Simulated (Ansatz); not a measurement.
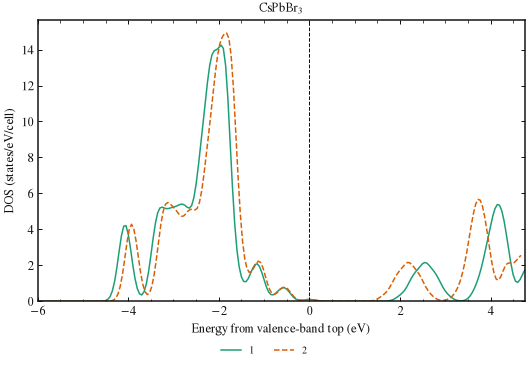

Total densities of states of CsPbBr$_{3}$, space group Pm-3m (No. 221), 5 atoms in the cell, by two methods on the same cell. The curves are built from the levels of the k mesh with Gaussians 0.3 eV wide, which also blur the band edges. Each is counted from its own valence-band top.

### Which curve is which? The methods: r2SCAN, PBE.

1 is r2SCAN; 2 is PBE. r2SCAN gives a gap of 2.04 eV and PBE gives a gap of 1.67 eV.

Settings. r2SCAN: DFT, r2SCAN, plane waves, PAW, no spin polarisation, 4×4×4 k mesh, 500 eV cutoff (Ansatz). PBE: DFT, PBE, plane waves, PAW, no spin polarisation, 4×4×4 k mesh, 420 eV cutoff (Ansatz).

Spin-orbit coupling is left out, which matters for Pb.
